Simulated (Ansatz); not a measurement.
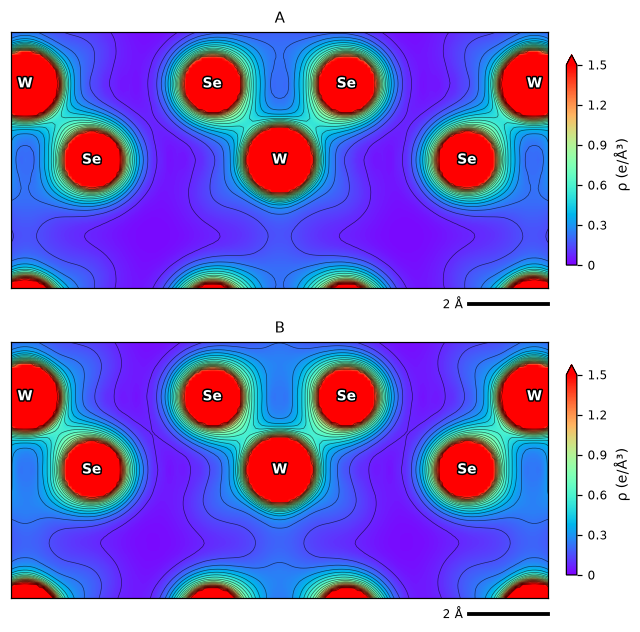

WSe2. The valence pseudo-density of two cells that differ in size and shape, on the (110) plane of each (indices in the axes of the calculation cell), at one length scale and on one colour scale: A has 20.2 Å³ an atom and B 18.7.

All numbers below come from DFT PBE+D3(BJ), scalar-relativistic, plane waves, PAW in Ansatz.

Core electrons are frozen (PAW), and the valence fields are smoothed inside the atomic spheres.

The larger cell:

```
W Se
1.0
     3.31182    0.00000    0.00000
    -1.65591    2.86812    0.00000
     0.00000    0.00000   12.78861
W Se
2 4
Cartesian
  0.0000 1.9121 3.1972
  1.6559 0.9560 9.5915
  0.0000 1.9121 7.9071
  1.6559 0.9560 1.5128
  0.0000 1.9121 11.2758
  1.6559 0.9560 4.8815
```

The smaller cell: a = 3.181 Å, b = 3.181 Å, c = 12.789 Å, α = 90.00°, β = 90.00°, γ = 120.00°.

**What does the compression do to the bonding and the properties?**

From the larger cell to the smaller, W–Se goes from 2.55 to 2.49 Å, and the density at its midpoint from 0.54 to 0.59 e/Å³; the pressure goes from −2.6 to 9 GPa; the Kohn–Sham gap goes from 0.89 eV to 0.94 eV.
